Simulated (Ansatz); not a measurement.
Geometry relaxation, with input and output: CoO (part 3 of 3)

CoO (R3m, 4 atoms in the cell); DFT PBE, scalar-relativistic, plane waves, PAW, spin-polarised (Ansatz 0.2.0); cutoff 420 eV, 12×12×12 k-mesh, Gaussian smearing of 0.01 eV, collinear spins. The structure derives from a Materials Project entry.

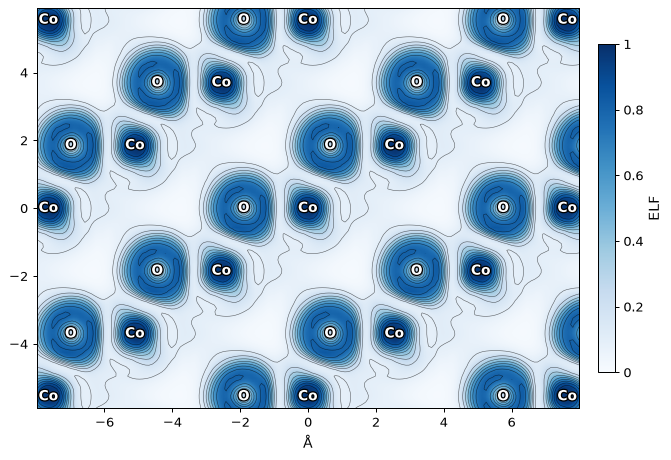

Figure 1. Electron localisation function on the (110) plane of the conventional cell of the magnetic structure. The section cuts through Co and O sites. Co–O (1.89 Å): the ELF is about 0.20 at the midpoint. Co–O (1.96 Å): the ELF is about 0.15 at the midpoint. The strong features right at Co lie inside the PAW spheres (semicore, d or f shells) and say nothing about bonding.

This output came from the following input.

Input file:
```yaml
crystal:
  lattice:
    - [1.6022198417, 0.9250420569, 5.1329417806]
    - [-1.6022198417, 0.9250420569, 5.1329417806]
    - [0.0, -1.8500841138, 5.1329417806]
  atoms:
    - { symbol: Co, position: [0.99948773, 0.99948773, 0.99948773], spin: -2.27 }
    - { symbol: Co, position: [0.49949059, 0.49949059, 0.49949059], spin: 2.27 }
    - { symbol: O, position: [0.37549553, 0.37549553, 0.37549553], spin: -0.16 }
    - { symbol: O, position: [0.8755255, 0.8755255, 0.8755255], spin: 0.16 }
basis:
  ecutwfc: 420
kpoints:
  mp_grid: { grid: [12, 12, 12] }
hamiltonian:
  xc: pbe
scf:
  occupations: { method: gaussian, width: 0.01 }
output:
  forces: true
  stress: true
  eigenvalues: true
  populations: true
  write_density: true
  write_potential: true
  elf: true
  volumetric_format: npy
magnetization:
  spin_polarized: true
relax:
  adjacent_minimum: "off"
  f_tol: 0.005
  max_steps: 80
  cell: { stress_tol: 0.05 }
```

Run as:
```bash
ansatz run input.yaml --threads 2 --pin off --max-ram 5120MiB --backend cpu --events-out ev --progress --plain --runs-dir out
```

Summary:

| quantity | value |
| --- | --- |
| outcome | converged |
| space group (tolerance 0.01 Å) | R3m (160) |
| electrons treated | 46 |
| free energy | −11385.0549 eV |
| Fermi energy | 11.529 eV |
| gap on the k-point mesh | 0.05 eV |
| net moment of the cell | 0.00 μB |
| integrated absolute moment | 4.90 μB |
| pressure | 0.00 GPa |
| final volume | 45.34 Å³ |
| largest force (length of the vector) at the end | under 0.001 eV/Å |
| final cell | a = 5.423 Å, b = 5.423 Å, c = 5.423 Å, α = 34.37°, β = 34.37°, γ = 34.37° |
| hardware | 2 threads of Intel Xeon (Granite Rapids), 192 GiB of memory available, shared host |
| wall time | 2.3 min (CPU time 4.5 min) |
| peak memory | 0.81 GiB |

Remarks:

Semilocal DFT without U tends to delocalise the d electrons of such compounds and to underestimate the gap.
